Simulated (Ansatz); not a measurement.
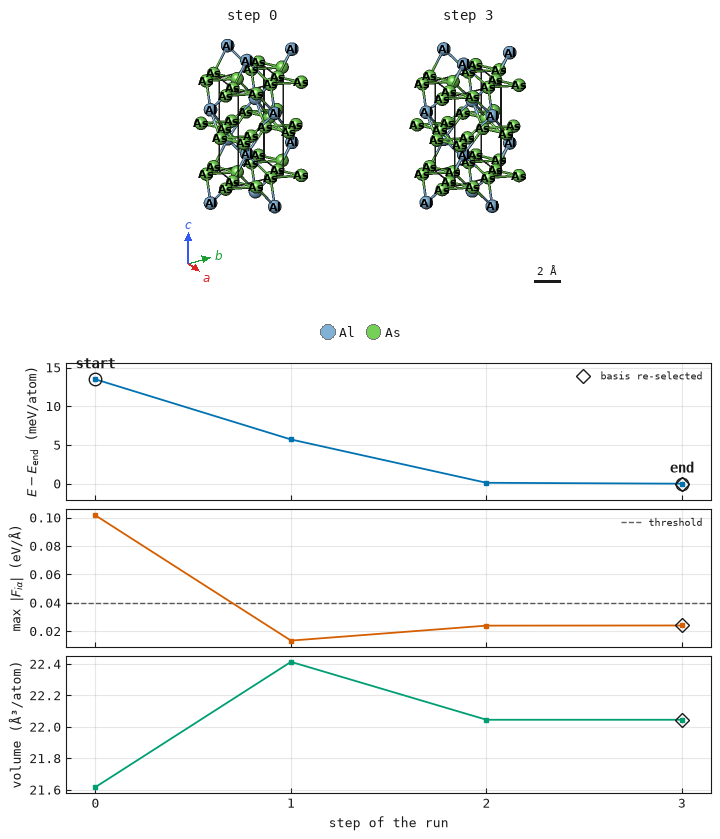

First and last geometry of a relaxation of a crystal of AlAs3 (a generated structure, set up in P6_322) (coarse preliminary run), with the history of the run. The picture is a ball-and-stick view of the cell of the calculation, seen slightly off an axis.

Theory: Ansatz 0.2.0, DFT PBE, scalar-relativistic, plane waves, PAW. Set-up: plane-wave cutoff 420 eV; k-point mesh 6 × 6 × 2; occupations gaussian; smearing width 0.1 eV; no spin polarisation; cell and atoms relaxed; force threshold 0.04 eV/Å; at most 70 steps.

**Did the run converge, and what did it change?**

It converged. The largest moves relative to the cell, 0.041 Å, are those of As atoms. Al stays in place. Cell: a = b 5.156 → 5.291 Å (+2.6 %), c 7.510 → 7.275 Å (−3.1 %). Volume +2.0 %. Among the contacts that change: Al–As 2.648 → 2.660 Å, As–As 2.512 → 2.507 Å. Bond angles that change, for instance: As–Al–As 98.9° → 94.8°, Al–As–Al 129.6° → 126.5°, As–Al–As 75.3° → 78.4°. The space group stays P6_322 (No. 182). After 2 accepted moves (3 points after the start) the energy has fallen by 13.5 meV per atom. The largest force component goes from 0.1 to 0.024 eV/Å. Pressure: 1.20 GPa at the start and −0.28 GPa at the end. The SCF was repeated once at an unchanged geometry on a basis and grid sized afresh for the cell, which shifted the energy by 0.1 meV per atom at most.

Limits of the set-up: the k-point mesh is coarse for a cell with partly filled bands.
